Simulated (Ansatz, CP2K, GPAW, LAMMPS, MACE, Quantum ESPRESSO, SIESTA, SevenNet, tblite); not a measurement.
**GPAW runs on amorphous 30In2O3-70HfO2 (mol %) (83 atoms)**

How do the settings of GPAW change the result for amorphous 30In2O3-70HfO2 (mol %) (83 atoms)? A plane-wave run serves as the yardstick.

Calculated with GPAW 26.7.0; the method is named at each step.

## (1) Set-up

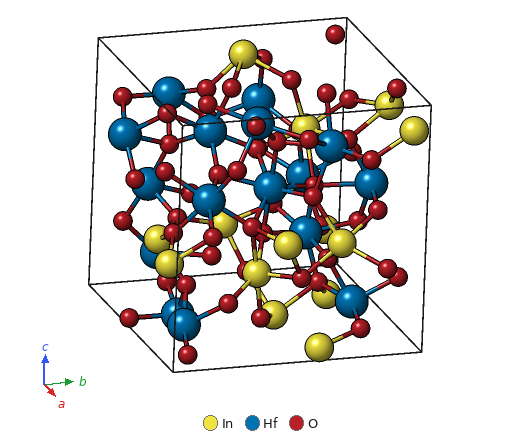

Start, viewed slightly off an axis; indium yellow, hafnium blue, oxygen red. Bonds to atoms that aren't drawn are left out.

The cell holds 83 atoms: 14 In, 16 Hf and 53 O. Its edges and angles: a = 10.461 Å, b = 10.461 Å, c = 10.461 Å, α = 90.0°, β = 90.0°, γ = 90.0°. 83 atoms (14 Sc, 16 Zr, 53 O) placed at random at 4.52 g/cm³, melted at 5000 K for 10 ps at fixed volume with the Morse and Coulomb pair potential with partial charges (Pedone, Malavasi, Menziani, Cormack and Segre, J. Phys. Chem. B 110, 11780 (2006)). Quenched from 5000 K to 300 K at 200 K/ps and fixed volume, held 10 ps at zero pressure, then minimised at fixed cell. Then Sc was replaced by In, Zr was replaced by Hf and the cell scaled by 1.022 (the potential has no terms for the new elements, so the cell is a start for a DFT relaxation).

The yardstick, on the same geometry:

- method: Kohn-Sham DFT, PBE, PAW, plane waves (Ansatz 0.2.0); cutoff 420 eV, Γ point, fermi-dirac smearing of 0.05 eV; PAW set soft_2
- r.m.s. force component: 0.5312 eV/Å
- longest force: 2.005 eV/Å
- pressure: -6.938 GPa
- gap (highest filled to lowest empty level): 1.587 eV
- SCF cycles: 11
- time: 18 s on 8 threads of Arm Neoverse V1, shared host
- CPU time: 2.2 min

## (2) PBE, LCAO dzp, h 0.18 Å

Method: Kohn-Sham DFT, PBE, PAW, atomic orbitals (dzp).

File run.py:

```python
import numpy as np
from ase.io import read
from gpaw import GPAW, FermiDirac

atoms = read("structure.xyz")
atoms.calc = GPAW(
    mode="lcao",
    basis="dzp",
    h=0.18,
    xc="PBE",
    kpts={"size": (1, 1, 1), "gamma": True},
    occupations=FermiDirac(0.05),
    maxiter=200,
    symmetry={"point_group": False},
    txt="gpaw.txt",
)
energy = atoms.get_potential_energy(force_consistent=True)
forces = atoms.get_forces()
print(f"energy {energy:.6f} eV")
print("forces (eV/A)")
for i, (a, f) in enumerate(zip(atoms, forces)):
    print(f"{i:4d} {a.symbol:2s} {f[0]:10.5f} {f[1]:10.5f} {f[2]:10.5f}")
print(f"Fermi level {atoms.calc.get_fermi_level():.4f} eV")
for k in range(len(atoms.calc.get_ibz_k_points())):
    for s in range(atoms.calc.get_number_of_spins()):
        e = atoms.calc.get_eigenvalues(kpt=k, spin=s)
        n = np.searchsorted(e, atoms.calc.get_fermi_level())
        print(f"k {k} spin {s} levels about the Fermi level:", np.round(e[max(n - 6, 0):n], 4).tolist(), "|", np.round(e[n:n + 6], 4).tolist())
```

File structure.xyz:

```xyz
83
Lattice="10.46053 0.00000 0.00000 0.00000 10.46053 0.00000 0.00000 0.00000 10.46053" Properties=species:S:1:pos:R:3 pbc="T T T"
In 5.46155 5.91449 0.17678
In 9.95570 4.83517 4.82157
In 9.01468 0.17333 4.07187
In 8.83130 7.49204 4.28296
In 2.93711 4.53966 3.25186
In 7.51694 4.41811 2.80028
In 2.65007 5.21457 10.27778
In 3.53995 8.78611 0.12772
In 4.12396 7.43702 7.48702
In 0.59771 9.67494 1.75716
In 10.23950 9.86564 9.35004
In 4.99218 1.08319 3.60888
In 10.16314 6.23416 0.43830
In 5.75789 10.35425 8.80222
Hf 3.90900 3.49288 7.61192
Hf 4.54385 2.19043 0.18023
Hf 1.45945 1.81187 4.64448
Hf 7.62876 2.23196 6.09462
Hf 0.52658 6.67361 7.47729
Hf 2.70792 0.32250 7.31170
Hf 7.89582 4.08578 9.31071
Hf 4.94846 7.31819 3.36829
Hf 1.70548 8.24719 4.56309
Hf 7.82437 7.24946 8.05869
Hf 6.16847 5.32587 5.87662
Hf 6.15937 9.58310 5.70810
Hf 7.76360 1.33487 0.94678
Hf 0.41947 2.67193 1.30798
Hf 7.33356 8.53401 1.18978
Hf 0.37428 2.93763 8.00063
O 9.75507 1.71218 5.33257
O 4.14770 5.40224 6.78407
O 5.72683 3.25699 6.43887
O 4.59510 4.08630 9.63687
O 8.70567 2.99652 7.67949
O 9.68446 8.30964 8.04425
O 2.18970 7.81569 6.68208
O 0.28118 4.66791 6.76796
O 9.19397 5.80800 8.93946
O 9.49900 8.18149 0.84908
O 0.62847 1.11614 2.83198
O 9.86606 3.31379 9.95215
O 6.19002 8.51487 7.66077
O 0.79008 0.84416 8.17710
O 3.94833 6.82958 9.51961
O 1.05976 3.77866 3.93713
O 9.18999 5.72578 3.07121
O 3.39674 2.42381 3.83734
O 7.12456 7.52091 3.03617
O 5.36542 7.44476 5.50234
O 6.71964 5.34606 8.00743
O 1.55726 9.44795 10.38019
O 7.91015 4.00806 4.92126
O 2.25152 2.37538 6.56304
O 1.21781 6.55174 9.46772
O 7.17216 4.77774 0.74699
[... 23 atom lines left out ...]
O 2.52151 2.38667 0.83883
O 4.76550 0.07542 0.27438
O 7.97103 10.22559 2.31512
O 5.17179 7.84059 1.30851
```

On the command line:

```
$ OMP_NUM_THREADS=1 python run.py > output.txt
```

The program printed:

```text
energy -598.243099 eV
forces (eV/A)
   0 In    1.25492   -0.08299    0.02422
   1 In   -0.15863   -0.85795    0.25383
   2 In    0.28148    0.78462    0.19583
   3 In   -1.02996    0.22367   -0.40868
   4 In    0.34690    0.03403   -0.27786
   5 In   -0.46673    0.10956   -0.25976
   6 In   -0.57412   -0.73753    0.12783
   7 In   -0.60843   -0.01163    0.71965
   8 In    0.40146   -0.18991   -0.53303
   9 In    0.43755   -0.31730    0.15434
  10 In   -0.55613   -0.20010   -0.18218
  11 In   -0.44803    0.03209   -0.12181
  12 In   -0.73598    0.09880    0.32933
  13 In    0.40888    0.60260   -0.08204
  14 Hf    0.05338    0.43398    0.17240
  15 Hf   -1.19440   -0.33089    0.79692
  16 Hf   -0.12553   -0.53410   -0.53018
  17 Hf   -0.87971   -0.42793    0.62955
  18 Hf    0.42514    0.08501    0.98387
  19 Hf    1.53280   -0.55450   -0.98686
  20 Hf   -0.16969   -0.02838   -0.39023
  21 Hf    0.32650    0.63292    0.28652
  22 Hf    0.18827    0.37691   -1.08609
  23 Hf   -0.53041   -0.48434    0.44305
[...]
75 O     0.67433   -0.07395    0.91682
  76 O     0.49596    0.82729   -0.31070
  77 O    -0.38546   -0.13483    0.64423
  78 O    -0.07343    0.55237    0.30257
  79 O     0.08192    0.23429   -0.01047
  80 O     0.03024    0.89405    0.01044
  81 O    -0.61149    0.14047   -1.17439
  82 O     0.19721    0.32437    0.61325
Fermi level 6.3060 eV
k 0 spin 0 levels about the Fermi level: [5.0245, 5.0471, 5.0844, 5.2471, 5.4279, 5.5519] | [7.0561, 8.0715, 8.4841, 8.6215, 8.6469, 8.7895]
```

gpaw.txt:

```text
Input parameters:
  mode=LCAO(),
  basis={'default': 'dzp'},
  h=0.18,
  kpts=MonkhorstPack(size=(1, 1, 1), gamma=True),
  maxiter=200,
  occupations=Occupations(name='fermi-dirac', width=0.05, fixmagmom=False),
  symmetry=Symmetry(point_group=False),
  xc=XC(name='PBE')
Unit cell  # Å
| periodic |         x |         y |         z |   lengths |    angles |
|----------|-----------|-----------|-----------|-----------|-----------|
|      yes | 10.460530 |  0.000000 |  0.000000 | 10.460530 | 90.000000 |
|      yes |  0.000000 | 10.460530 |  0.000000 | 10.460530 | 90.000000 |
|      yes |  0.000000 |  0.000000 | 10.460530 | 10.460530 | 90.000000 |
Number of symmetries: 1
Symmetry operations  # r_c * U_cc + t_c -> r_c
|   | kind |            matrix            |
|---|------|------------------------------|
| 0 |  E   |  1, 0, 0,  0, 1, 0,  0, 0, 1 |
BZ-sampling:
  Number of BZ points: 1
  Number of IBZ points: 1
  Monkhorst-Pack size: [1, 1, 1]
  Monkhorst-Pack shift: [0, 0, 0]
[... lines left out ...]
  MSR1-Mixer
occupation numbers:
  Fermi-Dirac:
    width: 0.0500  # eV
FastPoissonSolver using
    Stencil: 6*3+1=19 point O(h^6) finite-difference Laplacian
xc functional:
  name: PBE with 2 nearest neighbor stencil
interpolation: tri-quintic # 5. degree polynomial
Initialization done in: 16.840 s
convergence criteria:
- Maximum [total energy] change in last 3 cyles: 0.0005 eV / valence electron
- Maximum integral of absolute [dens]ity change: 0.0001 electrons / valence electron
- Maximum integral of absolute [eigenst]ate change: 4e-08 eV^2 / valence electron
maximum number of iterations: 200
SCF iterations
|iter     |      energy | eigst |  dens |
|---------|-------------|-------|-------|
|iter:   1| -661.925085 |      c|       |
|iter:   2| -643.840428 |      c| -0.92 |
|iter:   3| -599.096404 |      c| -0.98 |
|iter:   4| -598.409001 |      c| -1.52 |
|iter:   5| -598.498876 |      c| -1.76 |
|iter:   6| -598.251912c|      c| -2.27 |
|iter:   7| -598.244422c|      c| -2.85 |
|iter:   8| -598.243372c|      c| -3.16 |
|iter:   9| -598.243096c|      c| -3.50 |
|iter:  10| -598.243100c|      c| -3.95 |
|iter:  11| -598.243099c|      c| -4.25c|
Converged in 11 steps
SCF loop duration: 389.273 s (35.388 s/step)
Energy contributions relative to reference atoms: (reference = -8905998.891608)
Energy contributions:
  Kinetic:         670.234501
  Coulomb:        -708.134506
  Zero:             13.720617
  External:          0.000000
  Xc:             -574.063711
  Entropy:          -0.000001
  Spinorbit:         0.000000
  ----------------------------
  Free energy:    -598.243099
  Extrapolated:   -598.243099
dipole moment: (-17.853581, -1.416878, -56.378590)  # |e|*Ang
Fermi level: 6.306
Eigenvalues  # (at kpt = [0.000, 0.000, 0.000])
| band index |      eig [eV] | occ [0-2] |
|------------|---------------|-----------|
|          0 |       -56.538 |     2.000 |
|        ... |               |           |
|        338 |         4.956 |     2.000 |
|        339 |         5.003 |     2.000 |
[...]
|        353 |         9.025 |     0.000 |
|        ... |               |           |
|        419 |        12.277 |     0.000 |
Gap: 1.504 eV
Transition (v -> c):
  (s=0, k=0, n=345, [0.00, 0.00, 0.00]) -> (s=0, k=0, n=346, [0.00, 0.00, 0.00])
No difference between direct/indirect transitions
Force computation time: 90.836  # s
timing:  # [seconds]
  Total:  496.984  # ━━━━━━━━━━━━━━━━━━━━━━━━━━━━━━━━━━━━━━━━━━━━━━━━━━━━━━━━
  Init:    16.839  # ━━
  SCF:    389.273  # ━━━━━━━━━━━━━━━━━━━━━━━━━━━━━━━━━━━━━━━━━━━━
  Forces:  90.836  # ━━━━━━━━━━
```

It took 8.3 min on 1 thread of Arm Neoverse V1, shared host; peak memory 2.3 GiB.

Banners, paths, timers and routine set-up lines are dropped from the logs unmarked, and long logs keep their key lines alone; longer cuts are marked.

Against the reference:

- r.m.s. force component: 0.5298 eV/Å
- r.m.s. difference of force components: 90.29 meV/Å
- longest difference of force vectors: 315.4 meV/Å
- force difference over r.m.s. force: 17 %
- slope of forces against the reference's: 0.9829
- correlation of force components: 0.9855
- gap (highest filled to lowest empty level): 1.504 eV
- gap difference: -0.0826 eV

Length of the force difference by element (eV/Å):

```tsv
element	atoms	mean	most
Hf	16	0.12	0.20
In	14	0.17	0.32
O	53	0.14	0.27
```

Levels nearest the highest filled one (eV from it): -0.53, -0.50, -0.47, -0.30, -0.12, 0.00, 1.50, 2.52, 2.93, 3.07, 3.10, 3.24.

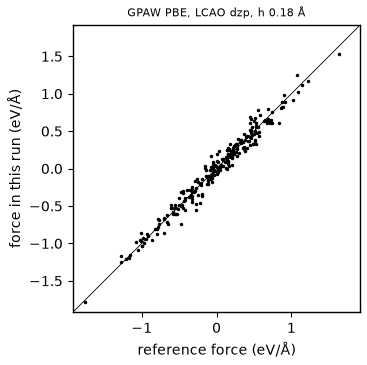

Force components against those of the reference; the line marks equality.

Local excerpt of 9 atoms (numbers count through the whole input) about O78, which has 2 bonded neighbours where the commonest count for O is 3; x, y, z are measured from there.

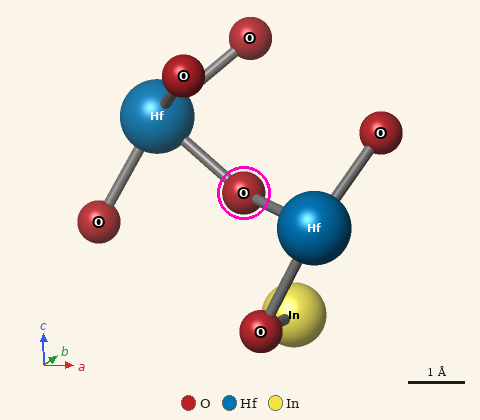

The atoms of the table, within 2.9 Å (arrows a, b, c point along x, y, z); some may hide others; the central atom is ringed.

```tsv
atom	x	y	z	distance (Å)	bonds	Fx	Fy	Fz (eV/Å)
O78	0.00	0.00	0.00	0.00	2	-0.39	-0.13	0.64
Hf26	1.77	-1.11	-0.31	2.11	7	0.05	0.01	0.01
Hf20	-1.68	0.09	1.30	2.12	6	1.53	-0.55	-0.99
In12	0.60	0.85	-2.40	2.62	4	-0.45	0.03	-0.12
O75	0.76	-1.25	-2.26	2.69	3	0.17	-1.00	0.28
O57	-2.66	-0.41	-0.61	2.76	3	0.23	0.20	0.02
O65	2.55	0.35	1.19	2.83	3	0.25	0.37	-0.94
O60	-0.61	-1.35	2.42	2.84	4	-0.73	0.63	-0.29
O68	-0.33	1.36	2.55	2.91	4	-0.13	0.31	-0.10
```

Atoms are counted from 1 here, from 0 in the log.

Forces lie 17 % from the reference's, at 3.9 times its CPU time (on 1 against 8 cores).

## (3) PBE, LCAO sz(dzp), h 0.18 Å

Method: Kohn-Sham DFT, PBE, PAW, atomic orbitals (sz(dzp)).

Changes to run.py since step 2:

```diff
@@ -7,3 +7,3 @@
     mode="lcao",
-    basis="dzp",
+    basis="sz(dzp)",
     h=0.18,
```

structure.xyz is that of step 2.

The program printed:

```text
energy -565.320206 eV
forces (eV/A)
   0 In    1.54504   -0.34778    0.06036
   1 In    0.33299   -1.14860    0.40992
   2 In    0.21399    0.80429    0.16521
   3 In   -1.14063    0.38321   -0.40123
   4 In    0.41744    0.04627   -0.09736
   5 In   -0.60814   -0.03029   -0.65115
   6 In   -0.69249   -0.62273   -0.11778
   7 In   -0.84252    0.03732    0.85897
   8 In    0.24799   -0.27663   -0.60199
   9 In    0.39772   -0.16790    0.20851
  10 In   -0.51484   -0.18331   -0.56013
  11 In   -0.41553    0.19758   -0.22996
  12 In   -0.95405    0.08789    0.67536
  13 In    0.80850    0.62615   -0.11801
  14 Hf   -0.00875    0.47859   -0.29058
  15 Hf   -1.23090   -0.47538    1.11550
  16 Hf   -0.16665   -0.56747   -0.47826
  17 Hf   -0.73957   -0.52707    0.93722
  18 Hf    0.50030    0.23404    1.02293
  19 Hf    1.61380   -0.76696   -1.01871
  20 Hf   -0.44668   -0.20459   -0.09330
  21 Hf    0.02515    0.76817    0.14879
  22 Hf    0.34941    0.26403   -1.02442
  23 Hf   -0.46709   -0.10387    0.26868
[...]
75 O     0.57990   -0.02801    0.88585
  76 O     0.44201    0.86273   -0.39912
  77 O    -0.38705   -0.16910    0.67097
  78 O    -0.06425    0.53730    0.37045
  79 O     0.11342    0.20250   -0.03645
  80 O    -0.11990    0.85627   -0.05214
  81 O    -0.52900    0.06274   -1.16589
  82 O     0.24804    0.33462    0.44639
Fermi level 6.7518 eV
k 0 spin 0 levels about the Fermi level: [5.5449, 5.5845, 5.6443, 5.7904, 5.9613, 6.0823] | [7.4169, 8.4225, 8.8144, 8.903, 8.9819, 9.085]
```

gpaw.txt:

```text
Input parameters:
  mode=LCAO(),
  basis={'default': 'sz(dzp)'},
  h=0.18,
  kpts=MonkhorstPack(size=(1, 1, 1), gamma=True),
  maxiter=200,
  occupations=Occupations(name='fermi-dirac', width=0.05, fixmagmom=False),
  symmetry=Symmetry(point_group=False),
  xc=XC(name='PBE')
Unit cell  # Å
| periodic |         x |         y |         z |   lengths |    angles |
[... lines left out ...]
  Fermi-Dirac:
[... lines left out ...]
convergence criteria:
- Maximum [total energy] change in last 3 cyles: 0.0005 eV / valence electron
[... lines left out ...]
Converged in 11 steps
[... lines left out ...]
  Free energy:    -565.320206
  Extrapolated:   -565.320203
dipole moment: (-18.071335, -1.458030, -56.494968)  # |e|*Ang
Fermi level: 6.752
Eigenvalues  # (at kpt = [0.000, 0.000, 0.000])
| band index |      eig [eV] | occ [0-2] |
|------------|---------------|-----------|
|          0 |       -56.588 |     2.000 |
|        ... |               |           |
|        338 |         5.464 |     2.000 |
|        339 |         5.524 |     2.000 |
[...]
|        353 |         9.247 |     0.000 |
|        ... |               |           |
|        419 |        12.905 |     0.000 |
Gap: 1.335 eV
Transition (v -> c):
  (s=0, k=0, n=345, [0.00, 0.00, 0.00]) -> (s=0, k=0, n=346, [0.00, 0.00, 0.00])
No difference between direct/indirect transitions
Force computation time: 24.970  # s
timing:  # [seconds]
  Total:  152.286  # ━━━━━━━━━━━━━━━━━━━━━━━━━━━━━━━━━━━━━━━━━━━━━━━━━━━━━━━━
  Init:    11.631  # ━━━━╸
  SCF:    115.653  # ━━━━━━━━━━━━━━━━━━━━━━━━━━━━━━━━━━━━━━━━━━╸
  Forces:  24.970  # ━━━━━━━━━
```

Wall time 2.6 min (1 thread); peak memory 1.8 GiB.

Compared with the plane-wave run:

```
r.m.s. force component                           : 0.5455 eV/Å
r.m.s. difference of force components            : 170.6 meV/Å
longest difference of force vectors              : 692 meV/Å
force difference over r.m.s. force               : 32.11 %
slope of forces against the reference's          : 0.9758
correlation of force components                  : 0.9502
gap (highest filled to lowest empty level) : 1.335 eV
gap difference                                   : -0.2522 eV
```

This is a coarse setting, run to see what it loses.

Against the first run (17 %), the force difference from the reference is 32 %, at 0.31 times the CPU time, with 546 basis functions against 1475: the smaller basis costs accuracy.

## (4) RPBE, LCAO dzp, h 0.18 Å

Method: Kohn-Sham DFT, RPBE, PAW, atomic orbitals (dzp).

Changes to run.py since step 3:

```diff
@@ -7,5 +7,5 @@
     mode="lcao",
-    basis="sz(dzp)",
+    basis="dzp",
     h=0.18,
-    xc="PBE",
+    xc="RPBE",
     kpts={"size": (1, 1, 1), "gamma": True},
```

structure.xyz is that of step 3.

The program printed:

```text
energy -565.628792 eV
forces (eV/A)
   0 In    1.28912   -0.10440    0.03191
   1 In   -0.19239   -0.89486    0.26909
   2 In    0.32800    0.85159    0.20045
   3 In   -1.03705    0.22094   -0.43503
   4 In    0.36630    0.00640   -0.25797
   5 In   -0.53288    0.08910   -0.24817
   6 In   -0.56840   -0.75783    0.16113
   7 In   -0.64485   -0.04779    0.78146
   8 In    0.44224   -0.19525   -0.56535
   9 In    0.41715   -0.31301    0.14318
  10 In   -0.64968   -0.21733   -0.21495
  11 In   -0.51583    0.02305   -0.13450
[...]
78 O    -0.05408    0.56477    0.27795
  79 O     0.07126    0.18813    0.00697
  80 O     0.03544    0.85811    0.13103
  81 O    -0.63011    0.11687   -1.11154
  82 O     0.16427    0.36926    0.57494
Fermi level 6.5194 eV
k 0 spin 0 levels about the Fermi level: [5.1912, 5.2164, 5.2498, 5.422, 5.5996, 5.7227] | [7.3119, 8.3057, 8.7199, 8.8525, 8.8844, 9.0215]
```

gpaw.txt:

```text
Input parameters:
  mode=LCAO(),
  basis={'default': 'dzp'},
  h=0.18,
  kpts=MonkhorstPack(size=(1, 1, 1), gamma=True),
  maxiter=200,
  occupations=Occupations(name='fermi-dirac', width=0.05, fixmagmom=False),
  symmetry=Symmetry(point_group=False),
  xc=XC(name='RPBE')
[... lines left out ...]
  Fermi-Dirac:
[... lines left out ...]
convergence criteria:
- Maximum [total energy] change in last 3 cyles: 0.0005 eV / valence electron
[... lines left out ...]
Converged in 11 steps
[... lines left out ...]
  Free energy:    -565.628792
[... lines left out ...]
Fermi level: 6.519
[... lines left out ...]
|          0 |       -56.477 |     2.000 |
|        ... |               |           |
|        338 |         5.125 |     2.000 |
|        339 |         5.167 |     2.000 |
[...]
|        353 |         9.251 |     0.000 |
|        ... |               |           |
|        419 |        12.519 |     0.000 |
Gap: 1.589 eV
Transition (v -> c):
  (s=0, k=0, n=345, [0.00, 0.00, 0.00]) -> (s=0, k=0, n=346, [0.00, 0.00, 0.00])
No difference between direct/indirect transitions
Force computation time: 88.703  # s
timing:  # [seconds]
  Total:  495.289  # ━━━━━━━━━━━━━━━━━━━━━━━━━━━━━━━━━━━━━━━━━━━━━━━━━━━━━━━━
  Init:    16.680  # ━━
  SCF:    389.873  # ━━━━━━━━━━━━━━━━━━━━━━━━━━━━━━━━━━━━━━━━━━━━
  Forces:  88.703  # ━━━━━━━━━━
```

It took 8.3 min on 1 thread; peak memory 2.3 GiB.

Numbers from this run, and their distance from the reference:

| Quantity | Value |
| --- | --- |
| r.m.s. force component | 0.5249 eV/Å |
| r.m.s. difference of force components | 126.4 meV/Å |
| longest difference of force vectors | 416.1 meV/Å |
| force difference over r.m.s. force | 23.8 % |
| slope of forces against the reference's | 0.9599 |
| correlation of force components | 0.9714 |
| gap (highest filled to lowest empty level) | 1.589 eV |
| gap difference | 0.0024 eV |

Against the first run (17 %), the force difference from the reference is 24 %, at 1.00 times the CPU time; the model has changed, so this is no error of the program alone.

(Part 1 of 2 ends here.)

[Also dropped from logs without a mark: logging warnings of Python, and SIESTA's first energy breakdown and zero terms.]

[Logs are printed without paths, hosts, clocks, repeated set-up lines and the standing remarks that a program may print on its own settings, such as how far it seeks lower states.]

[Hosts, paths, dates, database ids (printed as entryN), source tags and the programs' standing remarks are cut or masked in the printed files.]
